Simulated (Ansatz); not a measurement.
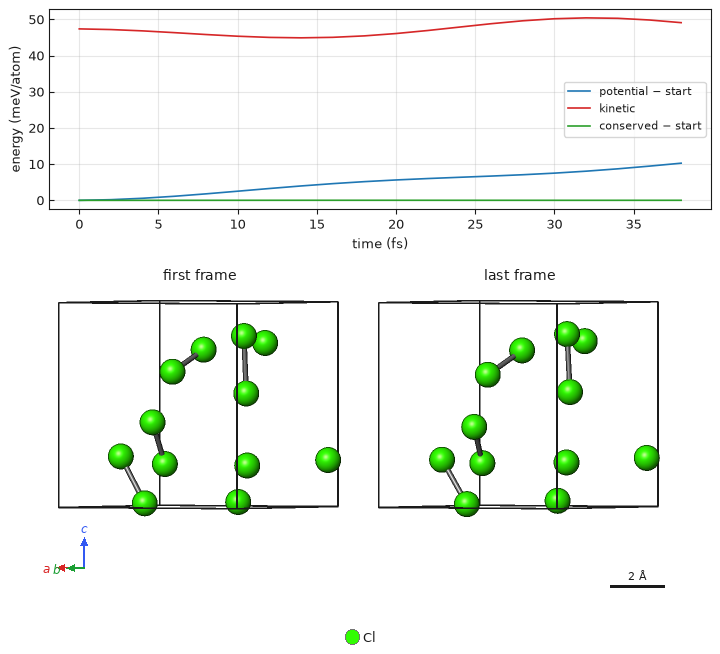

A Born-Oppenheimer molecular dynamics run of a periodic cell with 6 Cl2 at 1.57 g/cm³, 38 fs long. Style: ball-and-stick. Shown: the simulation cell, from a free direction.

Level of theory: Ansatz 0.2.0, DFT r2SCAN-D3(BJ), scalar-relativistic, plane waves, PAW. Settings: plane-wave cutoff 500 eV; k-point mesh 1 × 1 × 1; Fermi-Dirac smearing 0.02 eV; Nosé-Hoover thermostat (NVT); set temperature 400 K; time step 2 fs; thermostat time 10.0 fs.

### How well is the energy conserved, and can the run be trusted?

The conserved quantity stays between 0 and 0.02 meV per atom of its start. A straight-line fit has a slope that amounts to +0.0082 meV per atom over 38 fs (under 0.1 % of the mean kinetic energy), and the ripple about it is 0.3 % of the kinetic energy's fluctuation. With a drift under 2 % and a ripple under 7 %, the integration is accurate. The thermostat's time constant is so short that it disturbs the motion. The run was cut off by its time limit after 19 steps. The mean temperature in the second half is 413 K (standard deviation 12 K). The potential energy in the second half lies on average 7.6 meV per atom above the first frame.

Limits of the set-up: the periodic images lie only 7.7 Å apart, so the values are limited by the cell's size.

The run took 6.7 min on 1 thread of AMD EPYC 7R43 64-Core Processor (Zen 3), on a shared host, peak memory 1.4 GiB.
